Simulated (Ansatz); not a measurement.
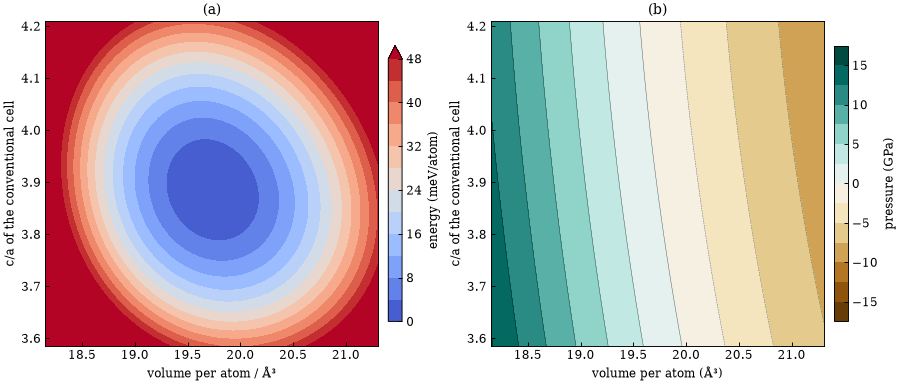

MoSe₂ (P6_3/mmc, No. 194; 6 atoms in the cell). 
- The energy is mapped over volume and the cell's shape.
- The first coordinate is: volume per atom; the second: c/a of the conventional cell.
- Nothing is relaxed (fractional coordinates fixed).
- The scan uses a 7 × 7 grid.
- Points are written as (first, second).
- All energies are given in meV/atom relative to the lowest grid point.
- The calculation used DFT PBE+D3(BJ), scalar-relativistic, plane waves, PAW in Ansatz 0.2.0. Settings: cutoff 420 eV, k-mesh 12×12×4 in the order of the run's cell vectors, gaussian smearing 0.05 eV, no spin polarisation.

Panel (a) is the energy; panel (b) is the computed pressure, in GPa.

In the figure: filled contours, one colour for all values above the top of the scale. Between grid points the surface is interpolated.

Question: How does the pressure vary over the map, and what is it at the lowest grid point?

Answer: It runs from −9.4 GPa at (21.31 Å³, 4.210) to 15.2 GPa at (18.15 Å³, 3.586). At the lowest grid point, (19.73 Å³, 3.885), it is 0.0 GPa. The pressure is minus the slope of the energy with volume, so it vanishes at the true minimum, which need not be a grid point.

PAW datasets: the set soft_1.
